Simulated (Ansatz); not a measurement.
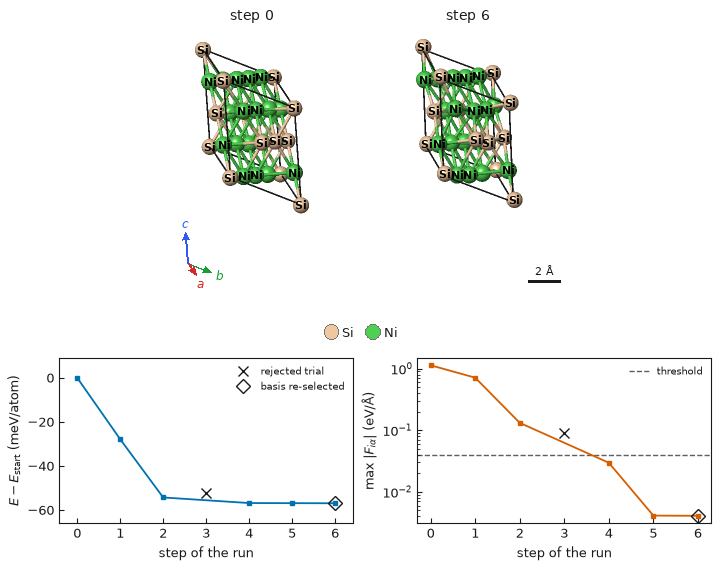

First and last geometry of a relaxation of solid SiNi3 (a generated structure, set up in P1) (coarse preliminary run), with the history of the run. The picture is a ball-and-stick view of the cell of the calculation, seen slightly off an axis.

Case: Ni and Si exchanged on 1 pairs of sites drawn at random in a supercell of the crystal.

All numbers below come from Ansatz, DFT PBE, scalar-relativistic, plane waves, PAW.

The input:
```yaml
crystal:
  lattice:
    - [-3.5062675395, 3.5062675395, 3.5062675395]
    - [3.5062675395, -3.5062675395, 3.5062675395]
    - [3.5062675395, 3.5062675395, -3.5062675395]
  atoms:
    - { symbol: Si, position: [0.9996769849, 0.4939959541, 0.4967627105] }
    - { symbol: Si, position: [0.5006711746, 0.9958705766, 0.497132412] }
    - { symbol: Ni, position: [0.4973772436, 0.4990844206, 0.998404924] }
    - { symbol: Si, position: [0.9993037938, 0.9963074666, 0.9920491323] }
    - { symbol: Ni, position: [0.5062285562, 0.7560570469, 0.7589883974] }
    - { symbol: Ni, position: [0.9976776537, 0.2553667951, 0.7532811061] }
    - { symbol: Ni, position: [0.0096082234, 0.7535037723, 0.2603589933] }
    - { symbol: Ni, position: [0.4960326468, 0.2536258895, 0.2559617737] }
    - { symbol: Ni, position: [0.7490289322, 0.500612482, 0.7528176798] }
    - { symbol: Ni, position: [0.2510592597, 0.9961595454, 0.7453552603] }
    - { symbol: Ni, position: [0.2526519039, 0.5006062876, 0.2459310126] }
    - { symbol: Ni, position: [0.7501139247, 0.9979523574, 0.2505676784] }
    - { symbol: Si, position: [0.7542929117, 0.7494586257, 0.5019542462] }
    - { symbol: Ni, position: [0.2521063556, 0.2526824905, 0.4959531507] }
    - { symbol: Ni, position: [0.24719775, 0.7412978618, 0.9985325716] }
    - { symbol: Ni, position: [0.7541478081, 0.2551619879, 0.0012005786] }
  symmetry: { detect: false }
basis:
  ecutwfc: 420
kpoints:
  mp_grid: { grid: [3, 3, 3], shift: [0.0, 0.0, 0.0] }
hamiltonian:
  xc: pbe
scf:
  occupations: { method: gaussian, width: 0.1 }
  lower_state_search: "off"
output:
  forces: true
  stress: true
  eigenvalues: true
relax:
  adjacent_minimum: "off"
  f_tol: 0.04
  max_steps: 50
  cell: { stress_tol: 0.3 }
```

Launched with:
```bash
ansatz run input.yaml --threads 4 --pin off --max-ram 9216MiB --backend cpu --events-out ev --progress --plain --runs-dir out
```

### What do the curves and the structures tell?

It converged. The energy falls by 56.9 meV per atom in 4 accepted moves (6 points after the start). The largest force component goes from 1.1 to 0.0041 eV/Å. Pressure: 2.01 GPa at the start and 0.02 GPa at the end. The line search rejected the trial step at point 3 of the run. At 1 point the geometry stayed and the basis and grid were re-selected for the new cell (energy shift of less than 0.05 meV per atom at most each time). The largest moves relative to the cell, 0.23 Å, are those of Si2 and Si13. Si2 goes along [−1 2 1]. By element the largest moves are Si 0.23 Å, Ni 0.22 Å. The drawn cell changes as follows: a = b 6.073 → 6.128 Å (+0.9 %), c 6.073 → 6.074 Å (0.0 %), α 109.5° → 107.6°, β 109.5° → 107.6°, γ 109.5° → 113.7°; the volume changes by +1.1 %. Among the contacts that change: Si4–Si13 2.430 → 2.909 Å, Si1–Si13 2.484 → 2.771 Å, Ni6–Ni9 2.449 → 2.643 Å, Ni5–Ni10 2.457 → 2.643 Å. The space group (tolerance 0.01 Å) goes from P1 (No. 1) to Fmm2 (No. 42).

Limits of the set-up: an element that often carries a moment was run without spin polarisation.
